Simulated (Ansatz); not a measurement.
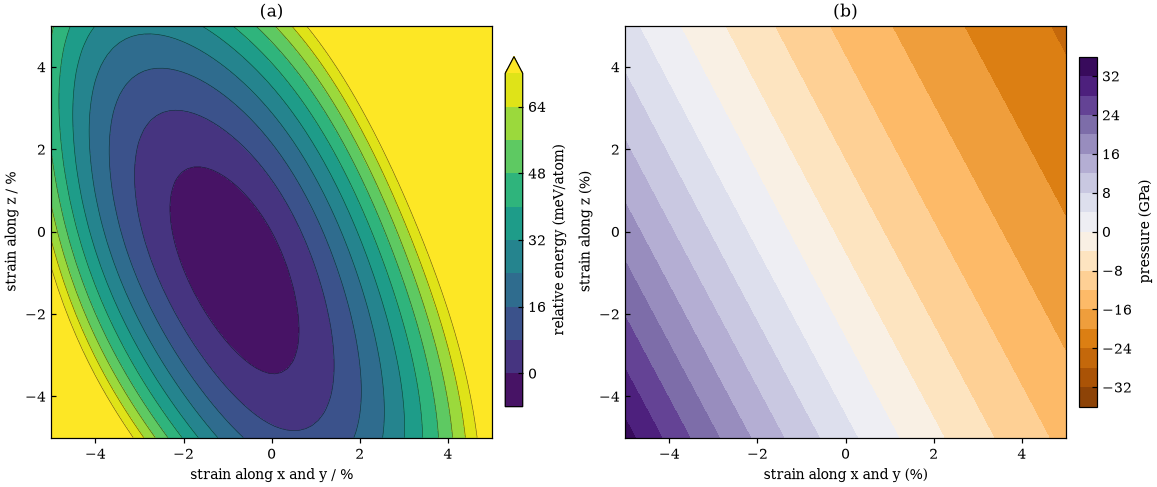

HfN (F-43m, No. 216; 2 atoms in the cell). The cell is strained homogeneously, by one strain along x and y and another along z, with fractional coordinates fixed (x, y and z along the cube axes). First axis: strain along x and y. Second axis: strain along z. The grid has 5 × 5 points. Points are written as (first, second). Energies: meV/atom, counted from the unstrained cell. The reference cell is the one listed in the database, not relaxed at this level. These are results of DFT PBEsol, scalar-relativistic, plane waves, PAW (Ansatz 0.2.0), not measurements. Settings: cutoff 420 eV, k-mesh 16×16×16, gaussian smearing 0.15 eV, no spin polarisation.

Panel (a) is the energy; panel (b) is the computed pressure, in GPa.

In the figure: filled contours, one colour for all values above the top of the scale. Between grid points the surface is interpolated.

**How does the pressure vary over the map, and what is it at the lowest grid point?**

It runs from −24.7 GPa at (5.0 %, 5.0 %) to 33.5 GPa at (−5.0 %, −5.0 %). At the lowest grid point, (0.0 %, −2.5 %), it is −0.2 GPa.
